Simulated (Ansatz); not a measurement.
**Run report: C, geometry relaxation (part 2 of 2)**

C (P4/mmm, 1 atom in the cell); DFT PBE, scalar-relativistic, plane waves, PAW, no spin polarisation (Ansatz 0.2.0); cutoff 420 eV, 30×30×32 k-mesh, Gaussian smearing of 0.1 eV. The structure was made by a generator, so it may or may not be a known phase.

Geometry of the input (Å; fractional positions):
```
1.8007  0.0000  0.0000
0.0000  1.8007  0.0000
0.0000  0.0000  1.7236
C  0.5000  0.5000  0.0000
```

## Log, continued
```
SCF iter   1: F=—  HF=-248.179476 eV  |F-HF|=—  |Δ(HF+E_count)|=         —  Δρ=1.61e-4  dr2=7.00e-7  ethr=1.61e-8  ⟨swp⟩=2.1  Hψ=126226  notcnv=0
preconditioner: auto → none  [metal: Δε(μ)=0.003 eV  Ē_g=25.578 eV  σ=0.100 eV  W_gap=0.01  n_scr=0 (ndim 8)  ℏωp=31.4 eV  f_vac=0.000  D(μ)=0.27/eV (n_scr^D=0)]
SCF iter   2: F=—  HF=-248.179476 eV  |F-HF|=—  |Δ(HF+E_count)|=   6.02e-7  Δρ=6.65e-5  dr2=1.12e-7  ethr=1.61e-8  ⟨swp⟩=1.0  Hψ=13872  notcnv=0
SCF iter   3: F=-248.179476 eV  HF=-248.179476 eV  |F-HF|=1.20e-10  |Δ(HF+E_count)|=   3.42e-8  Δρ=2.82e-6  dr2=1.43e-10  ethr=9.78e-10  ⟨swp⟩=5.9  Hψ=43659  notcnv=0
SCF 7 converged in 3 iterations: F = -248.179476 eV  dr2 = 1.43e-10
relax step   7: F+E_penalty+E_count = -248.17947643 eV  Δ(F+E_penalty+E_count) = -9.320e-6 eV  max|allowed force component| = 0.000e0 eV/Å  Δτ_max = 0.0000 Å  P = +0.001 GPa  Ω = 5.586 Å³  energy of the carried Pulay correction = +8.286e-6 eV  (3 SCF iters, dr2 threshold 3.91e-8 eV, accepted)
iter 1 solved again at ethr=3.77e-8 eV; its pass at ethr=3.10e-3 eV (dr2=1.51e-6 eV) is discarded
SCF iter   1: F=—  HF=-248.179468 eV  |F-HF|=—  |Δ(HF+E_count)|=         —  Δρ=4.64e-6  dr2=2.55e-10  ethr=3.77e-8  ⟨swp⟩=2.1  Hψ=145321  notcnv=0
SCF iter   2: F=—  HF=-248.179469 eV  |F-HF|=—  |Δ(HF+E_count)|=   7.29e-7  Δρ=2.25e-6  dr2=6.03e-11  ethr=6.39e-12  ⟨swp⟩=2.1  Hψ=18602  notcnv=0
SCF iter   3: F=-248.179469 eV  HF=-248.179469 eV  |F-HF|=1.42e-13  |Δ(HF+E_count)|=  5.83e-11  Δρ=2.28e-7  dr2=1.21e-12  ethr=1.00e-12  ⟨swp⟩=3.3  Hψ=45165  notcnv=0
SCF 8 converged in 3 iterations: F = -248.179469 eV  dr2 = 1.21e-12
relax step   8: F+E_penalty+E_count = -248.17946908 eV  Δ(F+E_penalty+E_count) = +7.358e-6 eV  max|allowed force component| = 0.000e0 eV/Å  Δτ_max = 0.0000 Å  P = -0.000 GPa  Ω = 5.586 Å³  stress off target by 6.04e-3 GPa  SCF on the basis re-selected at this cell (its energy is not comparable with the rows above)  (3 SCF iters)
```

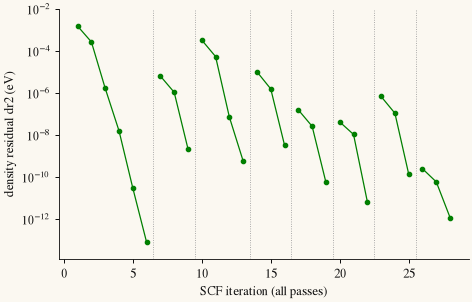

Convergence of the self-consistent field: density residual dr2 against the SCF iteration. The dotted lines part the SCF passes of the relaxation: geometry steps, rejected trials and re-solves on a re-selected basis. The 8 passes take 3 to 6 iterations each, 28 in all.

```
basis re-selected at this cell: Δ(F+E_penalty+E_count) = +7.358e-6 eV, ΔP = -0.001 GPa vs the last step (what re-selecting the basis moved, of the pressure what is left beyond the Pulay correction that the steps carried, after the strain that the cell walked since its last selection, with what the two solves' SCF thresholds leave and, on support functions, any second-order correction that the steps lacked; it is no measure of the basis error at this ecutwfc). This SCF's stress stands 6.04e-3 GPa from its target on what of the cell is left free (relax.cell.stress_tol is 5.00e-2 GPa) and its largest allowed force component is 0.00e0 eV/Å (relax.f_tol is 1.00e-2 eV/Å): within both
SCF converged after 3 iterations
Free energy (F): -248.179469 eV
Harris-Foulkes:  -248.179469 eV  (|F-HF|=1.42e-13)
Internal energy: -248.178101 eV  (E = F + TS)
E sigma→0 (E₀):  -248.178785 eV
Entropy (-TS):   -0.001368 eV (-1.368 meV/atom)
Fermi energy:    14.487622 eV
--- Per-component energies (eV) ---
  E_band       = 23.060946
  E_kinetic    = 87.289533
  E_local      = -38.150247  (includes V_loc(G=0)·N_el)
  E_nonlocal   = 26.831989
  E_hartree    = 6.006732
  E_xc         = -47.805622
  E_vxc        = -59.335509  (∫ρ·V_xc dr)
  E_paw        = -98.373422  (= ΣΔE_a)
  E_vpaw       = -5.588292  (= ΣTr[D̂ρ^β])
  E_aug_tail   = 0.000005  (compensation charges beyond the density's cutoff)
  E_ewald      = -183.977069
  E_smearing   = -0.001368  (= −TS)
  E_closure    = -0.000000  (closes the sum)
  Σ components = -248.179469   (vs F -248.179469, Δ=0.00e0)
--- Forces (eV/Å), atoms counted from 1 ---
  atom   1  C     -0.00000000     0.00000000     0.00000000
  max |Σ_I F_I| component: 4.93e-31 eV/Å
--- Stress (GPa, compression-positive) ---
        0.002828       0.000000       0.000000
        0.000000       0.002828       0.000000
        0.000000       0.000000      -0.006042
  P = ⅓ Tr σ = -0.0001 GPa (-0.001 kbar)
--- Band table (eV; the first three rows and the last of 2312) ---
  k-point 0: bands = ["-7.6393", "22.5976", "22.5976", "26.1911", "38.5387", "40.0889"]
  k-point 1: bands = ["-7.5981", "22.6304", "22.6304", "25.8604", "38.5861", "40.3313"]
  k-point 2: bands = ["-7.4745", "22.7233", "22.7233", "24.9496", "38.7284", "40.9496"]
  k-point 2311: bands = ["12.3250", "14.0944", "14.0944", "22.9985", "31.6839", "31.6839"]
--- Relaxed structure (6 steps of the walk, 6 accepted, 2 SCFs on fresh bases) ---
  F+E_penalty+E_count = -248.17946908 eV   max|allowed force component| = 0.000e0 eV/Å   (the final SCF, on the basis selected at the relaxed cell)
  cell:  # Å, volume = 5.5863 Å³
    - [1.8106891714445947, -1.330110275596759e-32, -9.126339742202923e-32]
    - [-1.327667465173257e-32, 1.8106891714445947, 7.133006436625411e-33]
    - [-8.735320311317012e-32, 6.827391678010085e-33, 1.7038604702283344]
  atoms:
    - { symbol: C, position: [0.5, 0.5, 0.0] }
```

## Trajectory as extended XYZ (Å, eV, eV/Å), 8 frames, from step=1 to step=8
```
1
Lattice="1.8007 0.0000 0.0000 0.0000 1.8007 0.0000 0.0000 0.0000 1.7236" Properties=species:S:1:pos:R:3:forces:R:3 step=1 energy=-248.17871 pressure_GPa=0.67
C     0.9004    0.9004    0.0000    0.0000   0.0000   0.0000
1
Lattice="1.8026 0.0000 0.0000 0.0000 1.8026 0.0000 0.0000 0.0000 1.7221" Properties=species:S:1:pos:R:3:forces:R:3 step=2 energy=-248.17884 pressure_GPa=0.21
C     0.9013    0.9013    0.0000    0.0000   0.0000   0.0000
1
Lattice="1.8110 0.0000 0.0000 0.0000 1.8110 0.0000 0.0000 0.0000 1.7074" Properties=species:S:1:pos:R:3:forces:R:3 step=3 energy=-248.17937 pressure_GPa=-0.70
C     0.9055    0.9055    0.0000    0.0000   0.0000   0.0000
1
Lattice="1.8106 0.0000 0.0000 0.0000 1.8106 0.0000 0.0000 0.0000 1.7043" Properties=species:S:1:pos:R:3:forces:R:3 step=4 energy=-248.17950 pressure_GPa=-0.04
C     0.9053    0.9053    0.0000    0.0000   0.0000   0.0000
1
Lattice="1.8104 0.0000 0.0000 0.0000 1.8104 0.0000 0.0000 0.0000 1.7046" Properties=species:S:1:pos:R:3:forces:R:3 step=5 energy=-248.17950 pressure_GPa=-0.01
C     0.9052    0.9052    0.0000    0.0000   0.0000   0.0000
1
Lattice="1.8104 0.0000 0.0000 0.0000 1.8104 0.0000 0.0000 0.0000 1.7046" Properties=species:S:1:pos:R:3:forces:R:3 step=6 energy=-248.17947 pressure_GPa=-0.04
C     0.9052    0.9052    0.0000    0.0000   0.0000   0.0000
1
Lattice="1.8107 0.0000 0.0000 0.0000 1.8107 0.0000 0.0000 0.0000 1.7039" Properties=species:S:1:pos:R:3:forces:R:3 step=7 energy=-248.17948 pressure_GPa=0.00
C     0.9053    0.9053    0.0000    0.0000   0.0000   0.0000
1
Lattice="1.8107 0.0000 0.0000 0.0000 1.8107 0.0000 0.0000 0.0000 1.7039" Properties=species:S:1:pos:R:3:forces:R:3 step=8 energy=-248.17947 pressure_GPa=-0.00
C     0.9053    0.9053    0.0000    0.0000   0.0000   0.0000
```

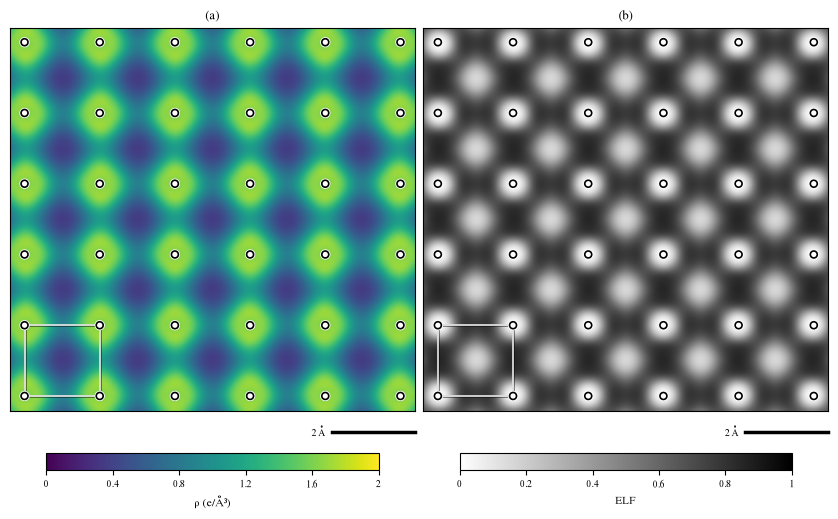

(a) valence pseudo-density; (b) electron localisation function on the (100) plane of the conventional cell. Circles mark the nuclei in the plane (C). Atoms in the plane: C. C–C (1.70 Å): ρ is about 1.1 e/Å³ halfway; the ELF peaks at about 0.85 between the atoms, as expected for localised, shared-pair bonding. Away from the nuclei the density in this plane falls to 0.35 e/Å³ at its lowest. Core electrons are frozen (PAW), so the fields are smoothed inside the atomic spheres.

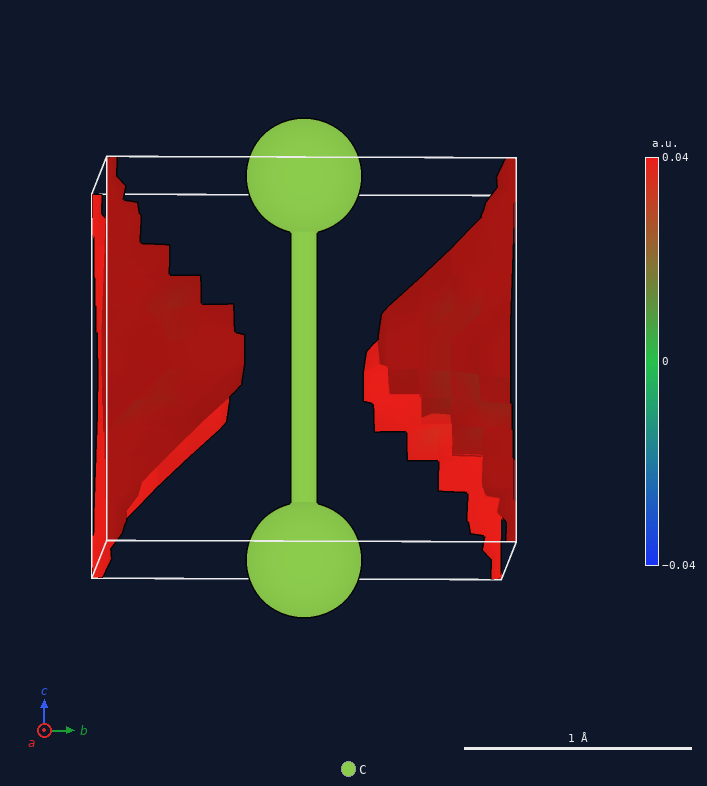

Non-covalent interaction (NCI) plot: the surface where the reduced density gradient is 0.5, for densities under 0.05 a.u., coloured by sign(λ₂)ρ; seen at an oblique angle. The outline is the cell set on symmetry axes. Extended surface: weak, van der Waals-like contact (green).
